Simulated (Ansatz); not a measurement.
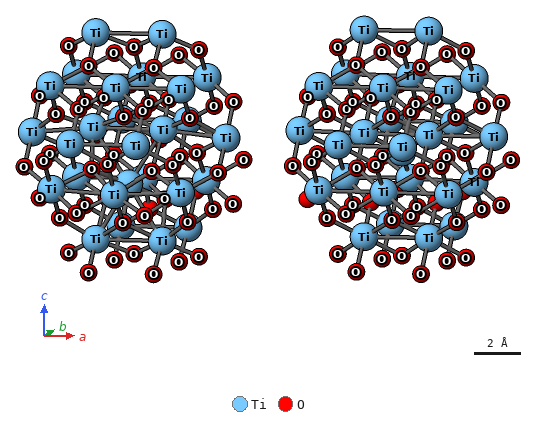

Two geometries of a defect cell of composition Ti$_{25}$O$_{47}$ (cell charge +2), drawn at one scale. One is the start of a relaxation, the other its converged end. A ball-and-stick model of the atoms within 5.8 Å of the atom that moves most (axes of the cell of the calculation, reduced to other axes (origin shifted)), seen slightly off an axis. Lengths and directions refer to the drawn axes.

These are results of Ansatz 0.2.0, DFT, PBEsol, PAW, plane waves, not measurements. Settings: plane-wave cutoff 420 eV; k-point mesh 1 × 1 × 1; mesh shifted by (0.25, 0.25, 0.25); collinear spin; atoms relaxed in a fixed cell; force threshold 0.03 eV/Å; at most 80 steps.

### Which geometry has the lower energy?

The left one is the relaxed one. The atoms of the start lie slightly off their symmetric places, so part of the fall in energy undoes that. A Ti atom moves most: 1.57 Å along [0 −2 −3]. By element the largest moves are Ti 1.57 Å, O 0.32 Å. The cell doesn't change. Near-neighbour distances that change, for instance: O–Ti 3.336 → 1.907 Å, Ti–Ti 4.088 → 2.929 Å, Ti–Ti 4.038 → 2.918 Å, Ti–Ti 1.936 → 2.941 Å. New bonds form, among them: O–Ti (2.74 → 2.00 Å), O–Ti (2.75 → 2.02 Å), O–Ti (2.76 → 2.02 Å), O–Ti (2.83 → 2.00 Å). Bond angles that change, for instance: Ti–Ti–Ti 130.7° → 94.0°, Ti–Ti–Ti 98.5° → 65.6°, Ti–O–Ti 98.8° → 115.8°. The energy falls by 13.624 eV per cell of the calculation in 14 geometry steps. Largest force component: 7.6 eV/Å at the start, 0.0098 eV/Å at the end. The run took 42 s on 1 × NVIDIA GB300 Max-Q with 8 threads of Arm Neoverse-V2, peak memory 2 GiB.

Limits of the set-up: the cell is charged, on a uniform background, and energies carry no finite-size correction.
